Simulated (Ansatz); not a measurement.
Read the following structure.

```yaml
crystal:
  lattice:
    - [2.95276, 0.00000, 0.00000]
    - [-1.47638, 2.55717, 0.00000]
    - [0.00000, 0.00000, 10.48194]
  atoms:
    - { symbol: Mg, position: [0.00000, 0.00000, 0.00000] }
    - { symbol: O, position: [0.66667, 0.33333, 0.76212] }
    - { symbol: O, position: [0.66667, 0.33333, 0.90455] }
    - { symbol: Mg, position: [0.66667, 0.33333, 0.33333] }
    - { symbol: O, position: [0.33333, 0.66667, 0.09545] }
    - { symbol: O, position: [0.33333, 0.66667, 0.23788] }
    - { symbol: Mg, position: [0.33333, 0.66667, 0.66667] }
    - { symbol: O, position: [0.00000, 0.00000, 0.42879] }
    - { symbol: O, position: [0.00000, 0.00000, 0.57121] }
```

Question: Characterise the structure given above.

Answer: Its composition is MgO$_{2}$. The atoms follow space group R-3m (No. 166); the Bravais lattice is rhombohedral (trigonal R). With Z = 3, the cell contains 3 Mg, 6 O.

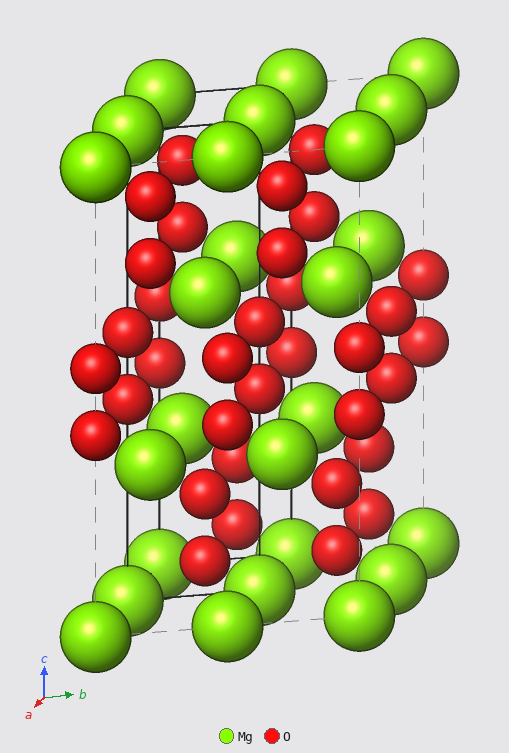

This spheres-only model is shown slightly off an axis. One conventional unit cell is drawn solid; the view covers 2×2×1 cells. Colours: magnesium green, oxygen red.

The model was built from a structure listed in the Materials Project. The cell was then strained or its atoms displaced on purpose. Ansatz was used for an electronic-structure calculation on it.

At this level of theory the run's own cell isn't at rest (compressed, at 18 GPa and forces up to 1.6 eV/Å), so its distances can differ from those at equilibrium, the more so the softer the solid.
